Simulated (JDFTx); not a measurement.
**Rh: 7 runs along one coordinate**

System: Rh (Fm-3m, 1 atom in the cell).
Method: Kohn-Sham DFT of a periodic cell, r2SCAN, SG15-PBE-1.2, no spin polarisation (JDFTx 1.7.0 (patched build)).

The 7 runs differ only in the geometry, by an even scaling of the cell at fixed fractional positions. The structure derives from an entry of the Crystallography Open Database.

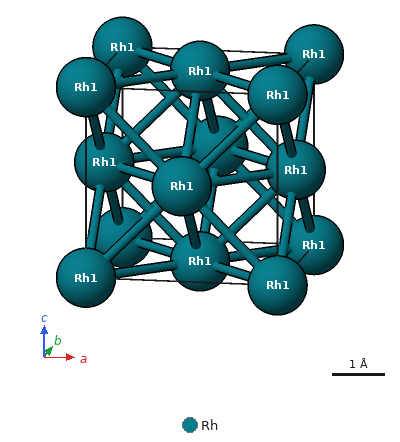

Figure 1. The structure of run 4 (ball-and-stick view of the cell 4 times as large as that of the calculation, set on its symmetry axes, seen slightly off an axis; atoms are numbered from 1 in the order of the input).

## Input file of run 4
```
include Rh.lattice
coords-type Lattice
include Rh.ionpos

ion-species pseudo/Rh.upf
elec-cutoff 40
elec-ex-corr mgga-x-r2scan mgga-c-r2scan
kpoint-folding 12 12 12
elec-smearing Fermi 0.0018374661
elec-n-bands 14
electronic-SCF nIterations 100 energyDiffThreshold 1e-09
electronic-minimize nIterations 30 energyDiffThreshold 1e-7
forces-output-coords Cartesian

dump-name run.$VAR
dump End Ecomponents EigStats BandEigs Kpoints Forces Stress ElecDensity KEdensity
```

## File Rh.lattice of run 4
```
lattice \
    0.0000000000     3.5864167256     3.5864167256 \
    3.5864167256     0.0000000000     3.5864167256 \
    3.5864167256     3.5864167256     0.0000000000
```

## File Rh.ionpos of run 4
```
ion Rh     0.0000000000     0.0000000000     0.0000000000 1
```

Command:
```bash
jdftx -c 1 -i Rh.in -o Rh.out
```

Run 6 differs from it as follows:
```diff
-    0.0000000000     3.5864167256     3.5864167256 \
-    3.5864167256     0.0000000000     3.5864167256 \
-    3.5864167256     3.5864167256     0.0000000000
+    0.0000000000     3.6336118315     3.6336118315 \
+    3.6336118315     0.0000000000     3.6336118315 \
+    3.6336118315     3.6336118315     0.0000000000
```

## Results, with one run withheld

| run | volume per atom (Å³) | free energy per atom, from the lowest run given (meV) | pressure (GPa) |
| --- | --- | --- | --- |
| 1 | 12.851 | 43.82 | 19.44 |
| 2 | 13.125 | 17.31 | 11.75 |
| 3 | 13.398 | 3.18 | 4.92 |
| 4 | 13.671 | 0.00 | −1.11 |
| 5 | 13.945 | 6.50 | −6.44 |
| 6 | 14.218 | ? | ? |
| 7 | 14.492 | 44.13 | −15.26 |

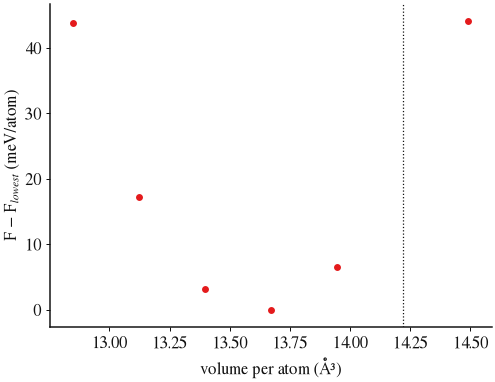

Figure 2. Free energy per atom of the runs given; the dotted line marks run 6.

Estimate the energy of run 6 from the others.

A cubic polynomial in V^(−2/3) (the Birch–Murnaghan form), fitted to the 6 runs given, misses them by at most 0.02 meV per atom. With x = V^(−2/3) − 0.17583 Å⁻², it reads F = 0.046916 + 879.1 x + 9.0153e+05 x² + 2.8563e+06 x³ (meV per atom). At run 6 it gives 21.49 meV per atom, and the run itself gives 21.55. The slope of the fit gives a pressure −dF/dV of −11.11 GPa there, and the run prints −11.12 GPa. The fit has its minimum at 13.620 Å³ per atom, where V d²F/dV² gives 288 GPa: the bulk modulus at this level, since symmetry fixes the shape and the positions.

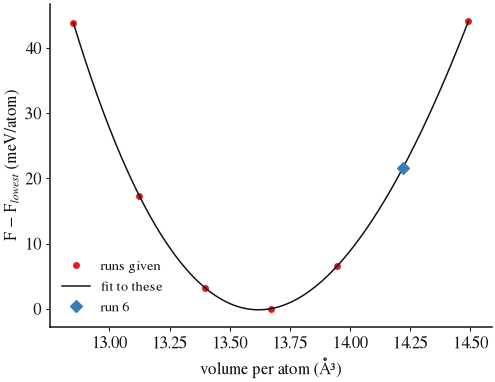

Figure 3. The fit and the withheld run.

## Some lines of the output (run 6)
```
[...]
unit cell volume = 95.9501
     Etot =     -108.5428478194348685
        F =     -108.5431769693511228
	HOMO-LUMO gap: +0.002623
	Optical gap  : +0.005173 at state 20 ( [ +0.000000 +0.166667 +0.333333 ] spin 0 )
```

Notes: Points of doubt noted for this run: metagga forces on grid.
